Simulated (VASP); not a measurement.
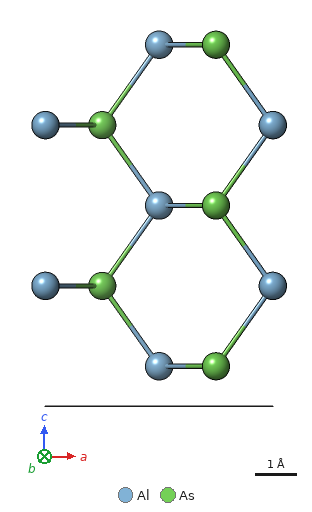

Starting structure of a slab of composition AlAs. The picture is a ball-and-stick view of the 1 × 2 repeat of the cell, outlined in the plane, without the vacuum, seen along the b axis.

The run lets the atoms move in a fixed cell.

Method: VASP, Kohn-Sham DFT of a periodic cell, PBEsol, VASP PAW PBE potentials, recommended.

Input
```
SYSTEM = AlAs
PREC = Accurate
ENCUT = 520
EDIFF = 1E-6
ISMEAR = 0
SIGMA = 0.05
LREAL = .False.
LASPH = .True.
NELM = 80
ALGO = Normal
ISIF = 2
LWAVE = .False.
LCHARG = .False.
LDIPOL = .True.
IDIPOL = 3
DIPOL = 0.5 0.5 0.500
GGA = PS
IBRION = 2
NSW = 100
EDIFFG = -0.015
KPAR = 8
```

Run as
```bash
cat potpaw_PBE.64/Al/POTCAR potpaw_PBE.64/As/POTCAR > POTCAR
mpirun -np 8 vasp_std > vasp.out
```

The structure:
```
Al As
1.0
     5.66080    0.00000    0.00000
     0.00000    4.00279    0.00000
     0.00000    0.00000   24.00558
Al As
5 5
Direct
  0.50000 0.50000 0.33326
  0.00000 0.00000 0.41663
  0.50000 0.50000 0.50000
  0.00000 0.00000 0.58337
  0.50000 0.50000 0.66674
  0.75000 0.00000 0.33326
  0.25000 0.50000 0.41663
  0.75000 0.00000 0.50000
  0.25000 0.50000 0.58337
  0.75000 0.00000 0.66674
```

What does the optimiser find from here?

The largest moves relative to the layer's centre, 0.57 Å, are those of Al atoms. Largest moves by element: Al 0.57 Å, As 0.26 Å. The lattice vectors keep their values. Near-neighbour distances that change, for instance: Al–As 2.451 → 2.488 Å, Al–As 2.451 → 2.425 Å, Al–As 2.451 → 2.468 Å. Among the angles between lasting bonds that change: Al–As–Al 109.5° → 88.2°, Al–As–Al 109.5° → 93.5°, As–Al–As 109.5° → 124.1°. Over 16 geometry steps the energy falls by 1.482 eV per cell of the calculation. Largest force component: 1.3 eV/Å at the start, 0.014 eV/Å at the end.

After the run, drawn alike:

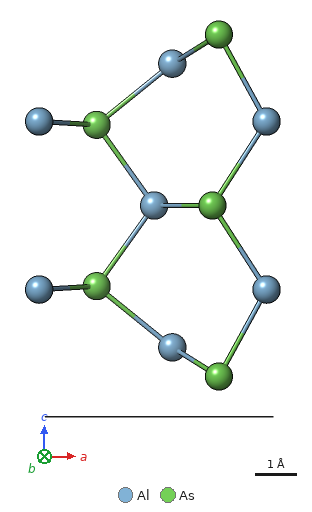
